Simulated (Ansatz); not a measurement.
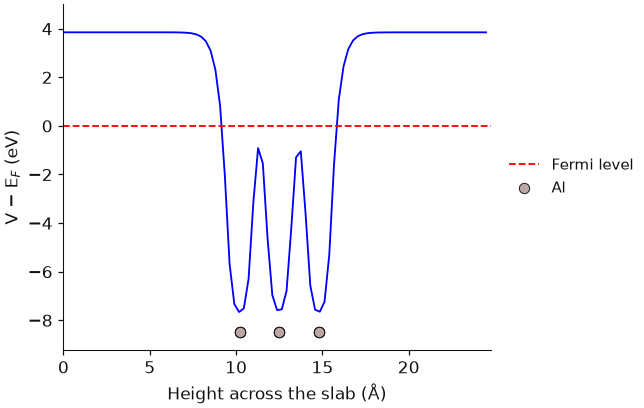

Plane-averaged electrostatic potential energy of an electron across the slab; circles at the bottom mark the heights of the atoms.

System: a (111) slab cut from Al (Fm-3m), 12 atoms in the cell, the slab at its places in the relaxed adsorbed structure.

```
Al
1.0
     5.63242    0.00000    0.00000
    -2.81621    4.87782    0.00000
     0.00000    0.00000   24.75016
Al
12
Direct
  0.33333 0.16667 0.32323
  0.33333 0.66667 0.32323
  0.83333 0.16667 0.32323
  0.83333 0.66667 0.32323
  0.66644 0.33284 0.41594
  0.66639 0.83289 0.41592
  0.16644 0.33285 0.41597
  0.16648 0.83287 0.41593
  0.99965 0.49895 0.50873
  0.99959 0.99908 0.50875
  0.49949 0.49891 0.50870
  0.49949 0.99904 0.50846
```

Ansatz 0.2.0; DFT PBE+D3(BJ), scalar-relativistic, plane waves, PAW, no spin polarisation, 4×4×1 k mesh, 420 eV cutoff.

What is the work function?

Answer. The work function is 3.85 eV, the same on both faces. The two vacuum levels agree, so the slab has no net dipole along its normal.

How thick are slab and vacuum?

Answer. The outermost atoms are 4.6 Å apart, which leaves 20.2 Å of vacuum in a cell 24.8 Å high.
